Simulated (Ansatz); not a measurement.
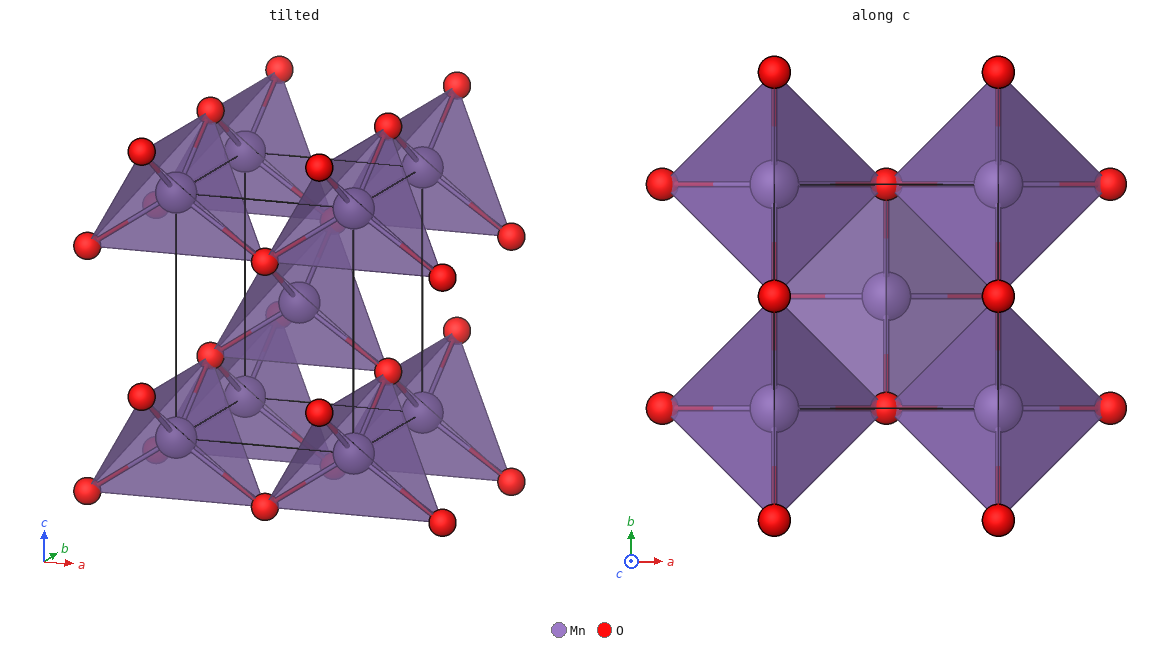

A polyhedral picture of a crystal structure, seen slightly off an axis and along the c axis. The lines enclose the conventional unit cell; boundary atoms appear with their images. Some atoms of the next cells are drawn as well. Cell: a = 3.38 Å, b = 3.38 Å, c = 4.47 Å, α = 90.00°, β = 90.00°, γ = 90.00°.

The cell started as a structure type filled with these elements by a generator (whether the compound takes this form wasn't checked). Earlier steps of the study may have refined or changed the cell and positions. It was the input of a calculation with Ansatz.

### Give a description of the structure.

The solid is MnO. The lattice is body-centred tetragonal and the space group I-4m2 (No. 119). In the cell are 2 Mn, 2 O, which makes 2 formula units. The polyhedra are MnO4 tetrahedra; they share corners. Each Mn has four O in a tetrahedral arrangement at about 2.0 Å. About every O there are four Mn in a tetrahedral arrangement at about 2.0 Å. The bonds build a three-dimensional framework.

The calculation used DFT r2SCAN, scalar-relativistic, plane waves, PAW in Ansatz 0.2.0, with wavefunction cutoff 500 eV, k-points about 0.31 Å⁻¹ apart, Gaussian smearing of 0.05 eV, collinear spins.

### Which atoms carry magnetic moments in this run, and how do they order?

The state reached is antiferromagnetic. Sizes: Mn 3.9 μB; net moment 0.0 μB in the run's cell of 4 atoms.

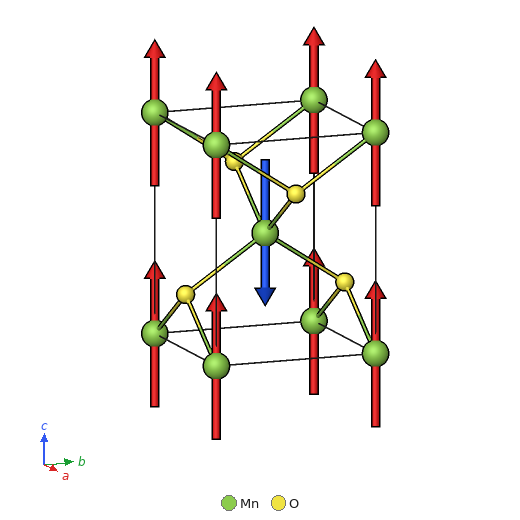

Site moments above 0.25 μB as arrows, small induced ones on non-metal atoms left out (red along the largest or up, blue against, purple across). The run's cell of 4 atoms is drawn in a reduced setting, so axes and origin can differ from the first picture.

### What does the calculation say: metal or gapped?

A semiconductor at this level, with a gap of 0.42 eV, indirect.

### List the Bader charges.

Mn +1.40 e; O -1.40 e.

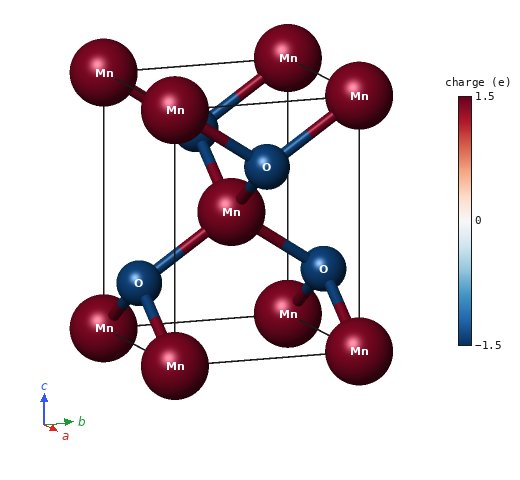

The atoms coloured by those charges. The run's cell of 4 atoms is drawn in a reduced setting, so axes and origin can differ from the first picture.

### Does this geometry sit at a stationary point of the energy?

Yes. All forces vanish to within 0.01 eV/Å. The pressure is 0.0 GPa, close to zero.
